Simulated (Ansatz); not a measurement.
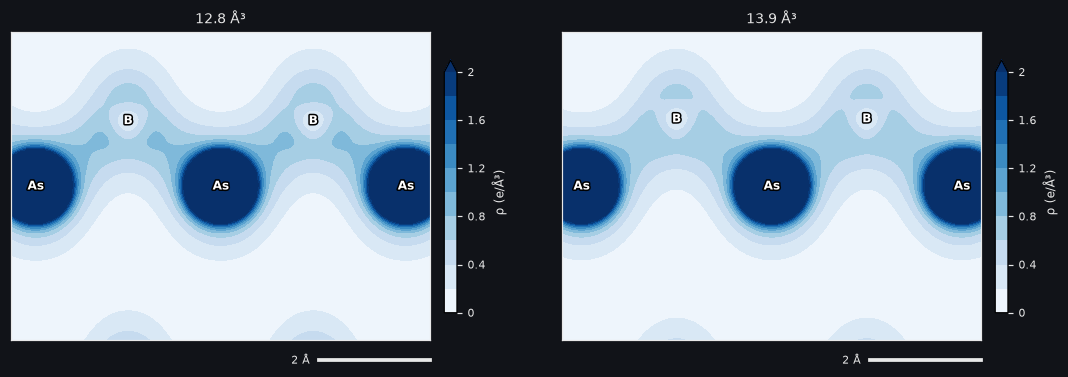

BAs. The valence charge density (pseudo) of cells scaled evenly to different volumes (given per atom above each panel), on the (11̄0) plane of each (indices in the axes of the cell below), at one length scale and on one colour scale.

All numbers below come from Kohn-Sham DFT of a periodic cell, r2SCAN with rVV10, Ansatz PAW (Ansatz 0.2.0).

In a PAW calculation such maps are meaningful between the atoms, not at the nuclei.

The largest cell:

```xyz
2
Lattice="0.0000 2.4043 2.4043 2.4043 0.0000 2.4043 2.4043 2.4043 0.0000" Properties=species:S:1:pos:R:3 pbc="T T T"
As    3.6065    3.6065    3.6065
B     0.0000    0.0000    0.0000
```

| volume (Å³/atom) | B–As contact in the plane (Å) | ρ at its midpoint (e/Å³) | pressure (GPa) | gap on the mesh (eV) | 
| --- | --- | --- | --- | --- |
| 12.81 | 2.026 | 0.852 | 9.8 | 1.27 | 
| 13.35 | 2.055 | ? | ? | ? | 
| 13.90 | 2.082 | 0.785 | −2.9 | 1.36 | 

> Estimate the missing row, and compare with the calculation.

Over the known rows ln ρ falls by 1.46 per Å of B–As distance (the line through the two), which gives 0.817 e/Å³ at 2.055 Å; the calculation gives 0.817 e/Å³. For the pressure, a straight line in volume between the neighbouring rows gives 3.5 GPa; the calculation gives 2.8, lower because pressure rises ever faster on compression. For the gap on the mesh, a straight line in volume between the neighbouring rows gives 1.31 eV; the calculation gives 1.31.
